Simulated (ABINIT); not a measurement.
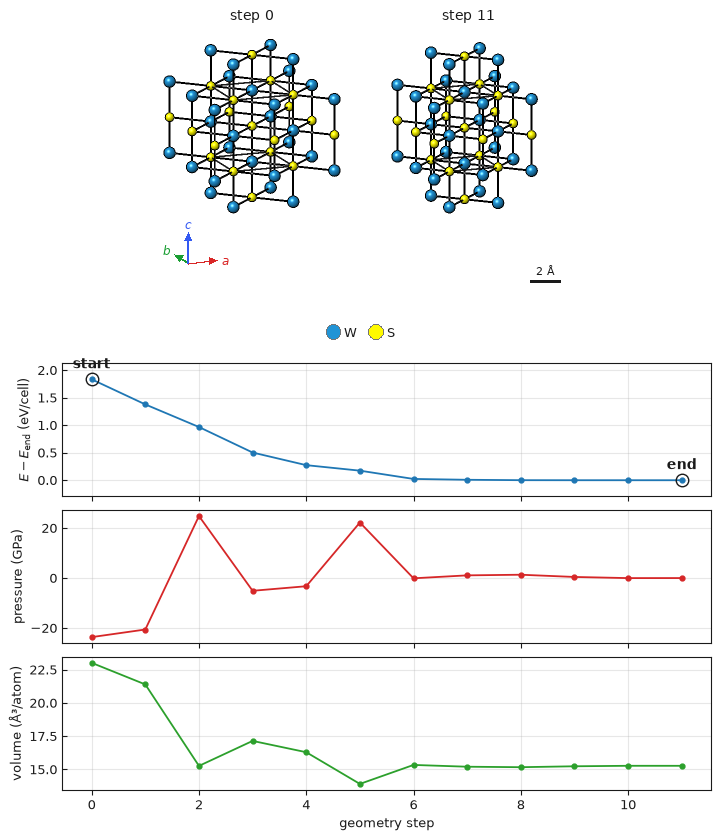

First and last geometry of a relaxation of solid WS (a generated structure, set up in I4/mmm), with the history of the run. Style: ball-and-stick. Shown: the conventional cell (2 times the calculation's cell), slightly off an axis. Lengths and directions refer to the drawn axes.

The run lets cell and atoms move.

These are results of Kohn-Sham DFT of a periodic cell, PBE, PseudoDojo NC SR PBE v0.4.1 standard (ABINIT 10.8.3), not measurements.

The input:
```
# Pseudopotentials
pp_dirpath "./"
pseudos "W.upf, S.upf"

# Structure
acell 3.9274618165 3.9274618165 3.9274618165 Angstrom
rprim
    -0.5490735164     0.5490735164     0.6301083615
     0.5490735164    -0.5490735164     0.6301083615
     0.5490735164     0.5490735164    -0.6301083615
ntypat 2
znucl 74 16
natom 2
typat 1 2
chkprim 0
chksymtnons 0
tolsym 1.0e-6
xred
            1/2            1/2            0.0
            0.0            0.0            0.0

# Plane-wave basis
ecut 37.0
ecutsm 0.5

# k points
kptopt 1
ngkpt 7 7 7
nshiftk 1
shiftk 0.0 0.0 0.0

# Exchange and correlation
ixc 11

# Bands and occupations
nband 14
occopt 3
tsmear 0.05 eV

# SCF cycle
nstep 80
tolvrs 1.0e-12

# Output
iomode 3
prteig 0
prtebands 0
prtwf 0
prtden 0

# Relaxation
ionmov 2
optcell 2
ntime 50
tolmxf 2.0e-5
dilatmx 1.08
```

Command:
```bash
abinit run.abi > log 2>&1
```

> Read the history and describe the run.

It converged. The atoms keep their places relative to the cell (all moves are under 0.005 Å). The volume changes by −33.6 %, with a = b 4.313 → 3.509 Å (−18.6 %), c 4.949 → 4.962 Å (+0.3 %). Among the contacts that change: S–W 3.050 → 2.481 Å, S–W 2.475 → 2.481 Å. The space group (tolerance 0.01 Å) goes from I4/mmm (No. 139) to Fm-3m (No. 225). After 11 geometry steps the energy has fallen by 1.834 eV per cell of the calculation. All forces vanish by symmetry, so only the cell relaxes. Pressure: −23.63 GPa at the start and 0.00 GPa at the end. Cost: 11 min on 1 thread of Intel(R) Xeon(R) 6975P-C (Granite Rapids), with other jobs on the host, peak memory 0.12 GiB.
